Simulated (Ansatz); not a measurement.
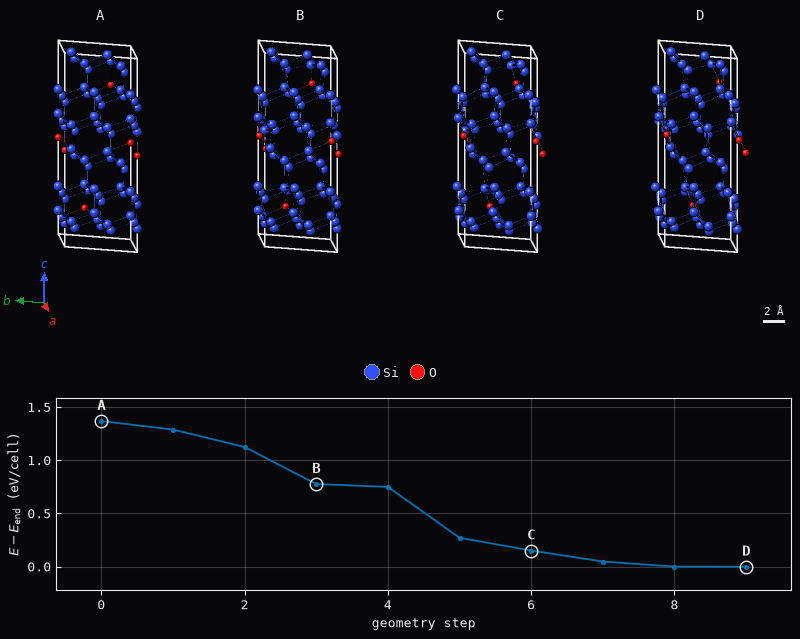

Frames of a relaxation of a defect cell of composition Si16O, marked on the history of the run. A ball-and-stick model of the larger cell on standard axes (3 times the calculation's cell) (origin shifted), seen from a free direction.

It is an interstitial O in diamond Si. The run prepares an end point of a later path (interstitial hop) calculation, from a guessed geometry. The atoms of the start lie slightly off their symmetric places, so part of the fall in energy undoes that.

All numbers below come from Ansatz 0.2.0, DFT PBEsol, scalar-relativistic, plane waves, PAW. Settings: plane-wave cutoff 420 eV; k-point mesh 2 × 2 × 2; occupations gaussian; smearing width 0.05 eV; collinear spin; atoms relaxed in a fixed cell; force threshold 0.03 eV/Å; at most 60 steps.

> What happens along the run?

The largest move is that of the O atom, 0.86 Å roughly along [−1 −2 0]. Largest moves by element: O 0.86 Å, Si 0.31 Å. The cell stays as it was. Near-neighbour distances that change, for instance: O–Si 2.380 → 3.412 Å, O–Si 2.364 → 1.911 Å, O–Si 2.308 → 1.918 Å, Si–Si 2.351 → 2.607 Å. Among the angles between lasting bonds that change: Si–Si–Si 109.5° → 88.1°, Si–Si–Si 109.5° → 126.1°, Si–Si–Si 109.5° → 122.4°. Over 9 geometry steps the energy falls by 1.369 eV per cell of the calculation. The largest force component goes from 0.44 to 0.018 eV/Å. The program noted that the starting moments weren't kept. The run may lie on a higher electronic state than the lowest, so the end point isn't shown to be the ground-state structure. From step 0 to 3: a Si atom moves most (0.37 Å), energy −0.592 eV per cell of the calculation. From step 3 to 6: the O atom moves most (0.41 Å), energy −0.626 eV per cell of the calculation. From step 6 to 9: the O atom moves most (0.32 Å), energy −0.152 eV per cell of the calculation.

Limits of the set-up: the k-point mesh is coarse for a cell with partly filled bands; the periodic images lie only 7.7 Å apart, so the values are limited by the cell's size.
